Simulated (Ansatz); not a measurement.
Zr2N: several calculations on one system

### Vibrations

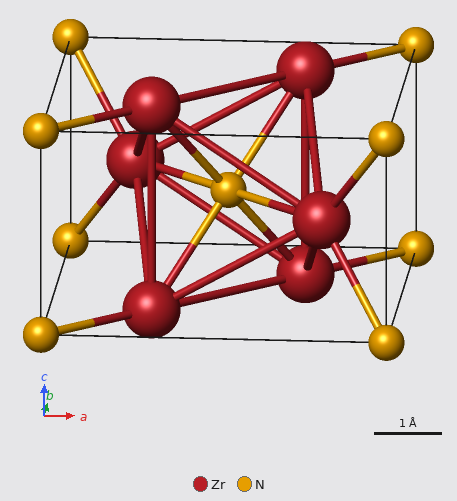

Lattice vibrations of crystalline Zr2N relaxed at 10 GPa, space group P4₂/mnm (No. 136), at the zone centre. A ball-and-stick model of the cell of the calculation, seen from a free direction.

All numbers below come from Ansatz, DFT LDA, scalar-relativistic, plane waves, PAW.

The input:
```yaml
crystal:
  lattice:
    - [5.247927203, 0.0, 0.0]
    - [0.0, 5.247927203, 0.0]
    - [0.0, 0.0, 3.2041331522]
  atoms:
    - { symbol: Zr, position: [0.2948894711, 0.2948894711, 0.0] }
    - { symbol: Zr, position: [0.7051105289, 0.7051105289, 0.0] }
    - { symbol: Zr, position: [0.7948894711, 0.2051105289, 0.5] }
    - { symbol: Zr, position: [0.2051105289, 0.7948894711, 0.5] }
    - { symbol: "N", position: [0.0, 0.0, 0.0] }
    - { symbol: "N", position: [0.5, 0.5, 0.5] }
basis:
  ecutwfc: 420
kpoints:
  mp_grid: { grid: [8, 8, 12] }
hamiltonian:
  xc: lda
scf:
  occupations: { method: fermi_dirac, width: 0.15 }
output:
  eigenvalues: true
phonons:
  method: dfpt
  eigenvectors: true
```

Command:
```bash
ansatz run input.yaml --threads 2 --pin off --max-ram 6144MiB --backend cpu --events-out ev --progress --plain --runs-dir out
```

The frequencies depend somewhat on the k-mesh and the smearing.

Question: List the optical modes.

Answer: The calculation's cell holds 6 atoms, so there are 15 optical modes, in 9 levels. No level is unstable.

```json
{"level": "1", "symmetry": "B₁g", "frequency (cm⁻¹)": "36", "activity": "Raman-active"}
{"level": "2", "symmetry": "E_g", "frequency (cm⁻¹)": "191", "activity": "Raman-active"}
{"level": "3", "symmetry": "doubly degenerate", "frequency (cm⁻¹)": "215", "activity": "not assigned"}
{"level": "4", "symmetry": "E_u", "frequency (cm⁻¹)": "227", "activity": "infrared-active"}
{"level": "5", "symmetry": "A₁g", "frequency (cm⁻¹)": "231", "activity": "Raman-active"}
{"level": "6", "symmetry": "B₂g", "frequency (cm⁻¹)": "312", "activity": "Raman-active"}
{"level": "7", "symmetry": "E_u", "frequency (cm⁻¹)": "510", "activity": "infrared-active"}
{"level": "8", "symmetry": "B₁u", "frequency (cm⁻¹)": "572", "activity": "silent"}
{"level": "9", "symmetry": "triply degenerate", "frequency (cm⁻¹)": "598", "activity": "not assigned"}
```

The crystal is a metal, so free carriers screen the infrared response.

The modes drawn as arrows (one member of each degenerate set), 6 of the levels:

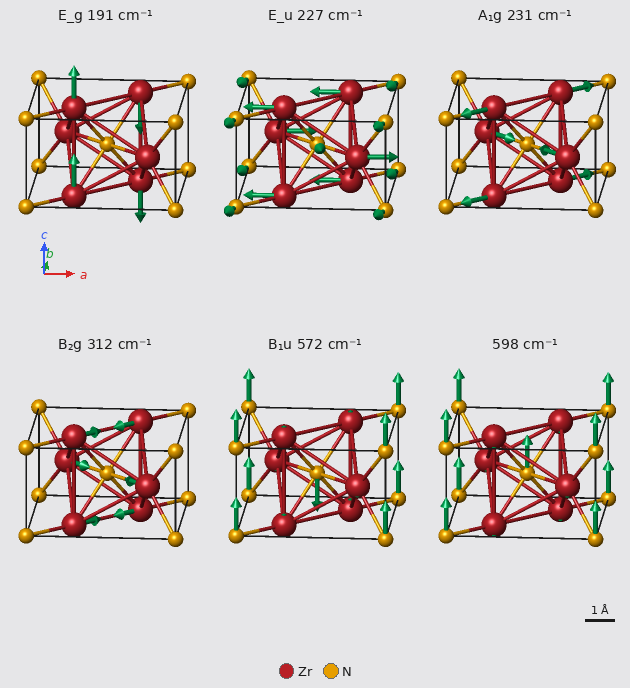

### Vibrations

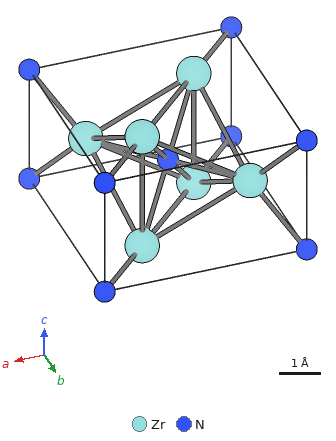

Lattice vibrations of crystalline Zr2N at 1.02 times its rest volume, at the zone centre. Style: ball-and-stick. Shown: the cell of the calculation, from a free direction.

These are results of DFT LDA, scalar-relativistic, plane waves, PAW in Ansatz, not measurements.

Input file:
```yaml
crystal:
  lattice:
    - [5.3687160692, 0.0, 0.0]
    - [0.0, 5.3687160692, 0.0]
    - [0.0, 0.0, 3.2712327792]
  atoms:
    - { symbol: Zr, position: [0.2961873095, 0.2961873095, 0.0] }
    - { symbol: Zr, position: [0.7038126905, 0.7038126905, 0.0] }
    - { symbol: Zr, position: [0.7961873095, 0.2038126905, 0.5] }
    - { symbol: Zr, position: [0.2038126905, 0.7961873095, 0.5] }
    - { symbol: "N", position: [0.0, 0.0, 0.0] }
    - { symbol: "N", position: [0.5, 0.5, 0.5] }
basis:
  ecutwfc: 420
kpoints:
  mp_grid: { grid: [8, 8, 12] }
hamiltonian:
  xc: lda
scf:
  occupations: { method: fermi_dirac, width: 0.15 }
output:
  eigenvalues: true
phonons:
  method: dfpt
  eigenvectors: true
```

Run as
```bash
ansatz run input.yaml --threads 2 --pin off --max-ram 6144MiB --backend cpu --events-out ev --progress --plain --runs-dir out
```

The frequencies depend somewhat on the k-mesh and the smearing.

### List the optical modes.

The calculation's cell holds 6 atoms, so there are 15 optical modes, in 11 levels. The optical modes span B₁g + E_g + A₂g + A₁g + 2B₁u + 3E_u + B₂g + A₂u. No level is unstable.

```json
{"level": "1", "symmetry": "B₁g", "frequency (cm⁻¹)": "50", "activity": "Raman-active"}
{"level": "2", "symmetry": "E_g", "frequency (cm⁻¹)": "172", "activity": "Raman-active"}
{"level": "3", "symmetry": "A₂g", "frequency (cm⁻¹)": "194", "activity": "silent"}
{"level": "4", "symmetry": "A₁g", "frequency (cm⁻¹)": "202", "activity": "Raman-active"}
{"level": "5", "symmetry": "B₁u", "frequency (cm⁻¹)": "204", "activity": "silent"}
{"level": "6", "symmetry": "E_u", "frequency (cm⁻¹)": "210", "activity": "infrared-active"}
{"level": "7", "symmetry": "B₂g", "frequency (cm⁻¹)": "277", "activity": "Raman-active"}
{"level": "8", "symmetry": "E_u", "frequency (cm⁻¹)": "457", "activity": "infrared-active"}
{"level": "9", "symmetry": "B₁u", "frequency (cm⁻¹)": "517", "activity": "silent"}
{"level": "10", "symmetry": "E_u", "frequency (cm⁻¹)": "523", "activity": "infrared-active"}
{"level": "11", "symmetry": "A₂u", "frequency (cm⁻¹)": "540", "activity": "infrared-active"}
```

The crystal is a metal, so free carriers screen the infrared response.

The displacement patterns (one member of each degenerate set), 6 of the levels:

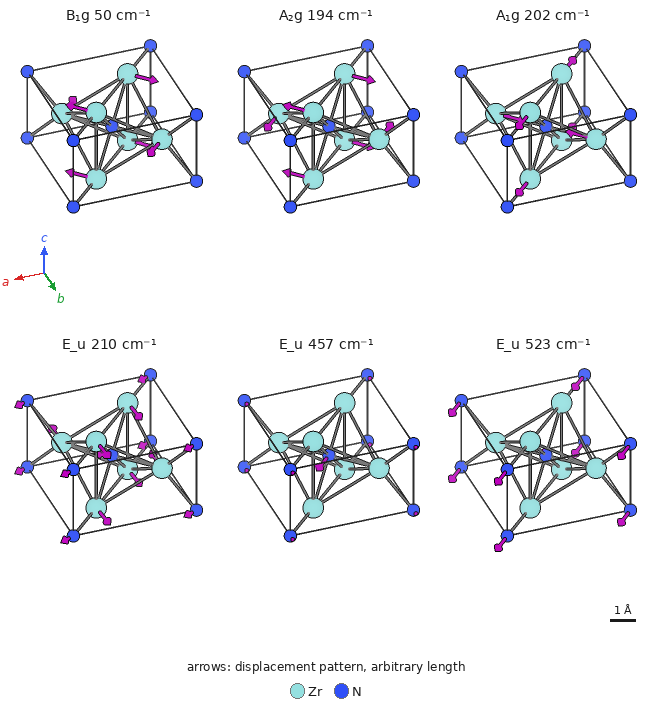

### One mode

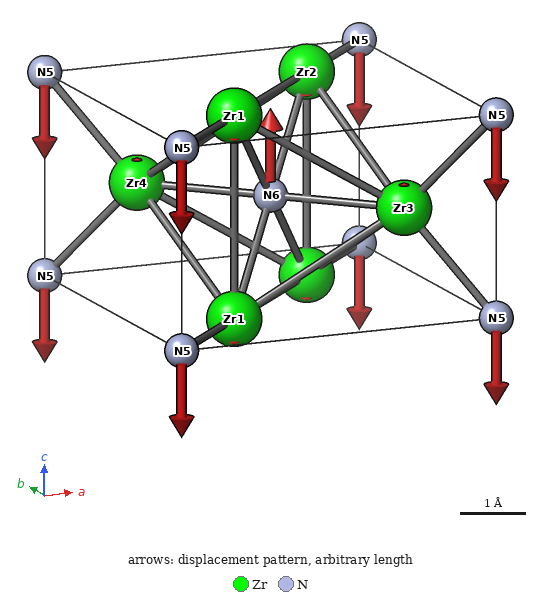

One vibrational mode of a crystal of Zr₂N at the zone centre. The red arrows are the displacements of the atoms (eigenvector over the root of the mass), of arbitrary overall length and sign. Style: ball-and-stick. Shown: the cell of the calculation, slightly off an axis.

Level of theory: DFT LDA, scalar-relativistic, plane waves, PAW in Ansatz 0.2.0. Settings: plane-wave cutoff 420 eV; k-point mesh 8 × 8 × 12; occupations fermi dirac; smearing width 0.15 eV; no spin polarisation.

The frequencies depend somewhat on the k-mesh and the smearing.

Question: Give the symmetry, activity and frequency of this mode.

Answer: This is the B₁u mode at 533 cm⁻¹, optical level 9 of 11, counted from below, silent by symmetry (neither infrared- nor Raman-active). All motion is along c; atoms of one kind move against one another, with no net shift of any sublattice; the kinetic energy is shared as N 97 %, Zr 3 %.

### Softest mode

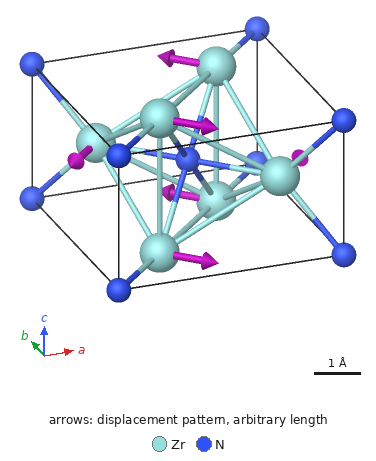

The lowest optical mode of solid Zr₂N relaxed at 3 GPa, space group P4₂/mnm (No. 136), at the zone centre. The purple arrows give the relative displacements of the atoms. The picture is a ball-and-stick view of the cell of the calculation, seen from a free direction.

Theory: Ansatz 0.2.0, DFT LDA, scalar-relativistic, plane waves, PAW. Set-up: plane-wave cutoff 420 eV; k-point mesh 8 × 8 × 12; occupations fermi dirac; smearing width 0.15 eV; target pressure 3 GPa; no spin polarisation.

The frequencies depend somewhat on the k-mesh and the smearing.

Is this crystal at a minimum with respect to the drawn distortion?

Yes: this softest mode has a real frequency, and so have all others here. That speaks for this wave vector alone: the rest of the zone wasn't checked in this run. This is the B₁g mode at 44 cm⁻¹, the lowest optical level, Raman-active by symmetry. The N atoms stay at rest; atoms of one kind move against one another, with no net shift of their sublattice; it mainly bends the Zr–Zr, N–Zr bonds.

### Softest mode

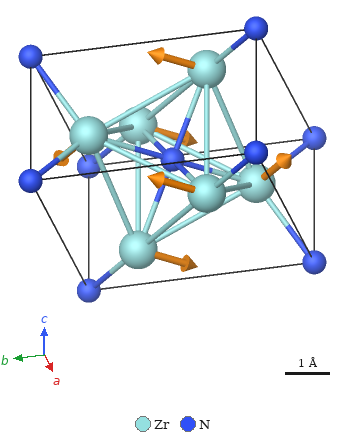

The lowest optical mode of a crystal of Zr$_{2}$N at 0.98 times its rest volume, space group P4₂/mnm (No. 136), at the zone centre. Displacements are drawn as orange arrows; their common scale and sign are arbitrary. A ball-and-stick model of the cell of the calculation, seen from a free direction.

Theory: DFT LDA, scalar-relativistic, plane waves, PAW (Ansatz 0.2.0).

Input
```yaml
crystal:
  lattice:
    - [5.2950006535, 0.0, 0.0]
    - [0.0, 5.2950006535, 0.0]
    - [0.0, 0.0, 3.2310686838]
  atoms:
    - { symbol: Zr, position: [0.2953585937, 0.2953585937, 0.0] }
    - { symbol: Zr, position: [0.7046414063, 0.7046414063, 0.0] }
    - { symbol: Zr, position: [0.7953585937, 0.2046414063, 0.5] }
    - { symbol: Zr, position: [0.2046414063, 0.7953585937, 0.5] }
    - { symbol: "N", position: [0.0, 0.0, 0.0] }
    - { symbol: "N", position: [0.5, 0.5, 0.5] }
basis:
  ecutwfc: 420
kpoints:
  mp_grid: { grid: [8, 8, 12] }
hamiltonian:
  xc: lda
scf:
  occupations: { method: fermi_dirac, width: 0.15 }
output:
  eigenvalues: true
phonons:
  method: dfpt
  eigenvectors: true
```

Command:
```bash
ansatz run input.yaml --threads 2 --pin off --max-ram 6144MiB --backend cpu --events-out ev --progress --plain --runs-dir out
```

The frequencies depend somewhat on the k-mesh and the smearing.

Is this crystal at a minimum with respect to the drawn distortion?

Yes: this softest mode has a real frequency, and so have all others here. That speaks for this wave vector alone: the rest of the zone wasn't checked in this run. This is the B₁g mode at 43 cm⁻¹, the lowest optical level, Raman-active by symmetry. The N atoms stay at rest; atoms of one kind move against one another, with no net shift of their sublattice; it mainly bends the Zr–Zr, N–Zr bonds.
